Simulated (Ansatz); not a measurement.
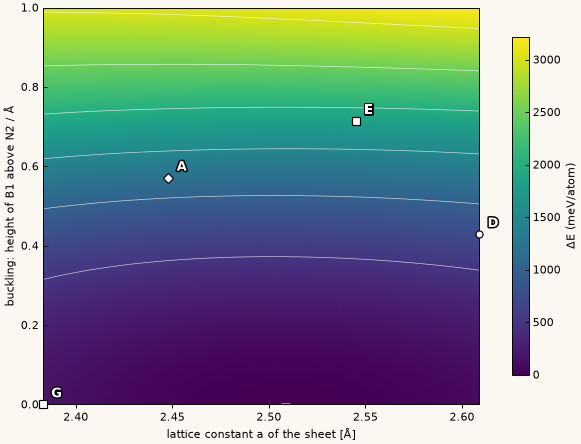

A two-dimensional sheet of BN (2 atoms in the cell). The lattice constant and the buckling of a sheet are varied, nothing relaxed. First axis: lattice constant a of the sheet (both vectors scaled alike). Second axis: buckling: height of B1 above N2. Grid: 8 × 8 points. Points are written as (first, second). Energies: meV/atom, counted from the lowest grid point. All numbers below come from DFT PBE+D3(BJ), scalar-relativistic, plane waves, PAW in Ansatz 0.2.0. Settings: cutoff 420 eV, k-mesh 12×12×1, gaussian smearing 0.02 eV, no spin polarisation.

In the figure: a smooth colour map with a few white contour lines, lettered points. Between grid points the surface is interpolated.

Is A the lowest point of the computed grid?

Answer. No. A lies 1203 meV/atom above the lowest grid point, which is at (2.512 Å, 0.000 Å).

What kind of point is each of A, E: minimum, saddle, maximum or slope?

Answer. A: on a slope; E: on a slope. (In these two coordinates alone; a stationary point may lie a little off the grid point.)
